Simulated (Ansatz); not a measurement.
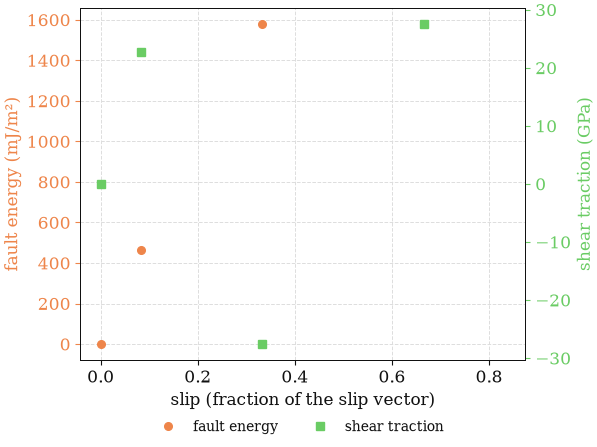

The picture above shows the fault energy and shear traction against slip for NbP, space group I4_1md (No. 109).

Structure:
```yaml
crystal:
  lattice:
    - [-3.32025, 0.00000, 0.00000]
    - [0.00000, -3.32025, 0.00000]
    - [0.00000, 0.00000, 11.29039]
  atoms:
    - { symbol: Nb, position: [0.00000, 0.00000, 0.58389] }
    - { symbol: Nb, position: [0.50000, 0.50000, 0.08389] }
    - { symbol: Nb, position: [0.50000, 0.00000, 0.33389] }
    - { symbol: Nb, position: [0.00000, 0.50000, 0.83389] }
    - { symbol: P, position: [0.00000, 0.00000, 0.16614] }
    - { symbol: P, position: [0.50000, 0.50000, 0.66614] }
    - { symbol: P, position: [0.00000, 0.50000, 0.41614] }
    - { symbol: P, position: [0.50000, 0.00000, 0.91614] }
```

Method: rigid slide of a crystal across a plane by tilting cell vector c, one fault a cell, unrelaxed, by plane-wave density functional theory with PAW datasets, free energies less that of the undisturbed cell; scalar-relativistic (Ansatz 0.2.0). Level: PBEsol, no spin polarisation.

wave cutoff 420 eV; k mesh 14×14×4; occupations Gaussian; smearing width 0.15 eV; k shift (0, 0, 0) (mesh steps); start relaxed; height of the cut 0 (fraction of cell vector c); slip vector (1, -1) (multiples of cell vectors a and b).

The points at slip 0.6667 and 0.8333 follow from computed ones by symmetry.

The points at slip 0.1667, 0.5000 and 0.8333 are left out of the plot. What values does the calculation give there?

```csv
slip (fraction of the slip vector),fault energy (mJ/m²),shear traction (GPa)
0.1667,1570.9,28.92
0.5000,76.4,0.00
0.8333,1570.9,-28.92
```
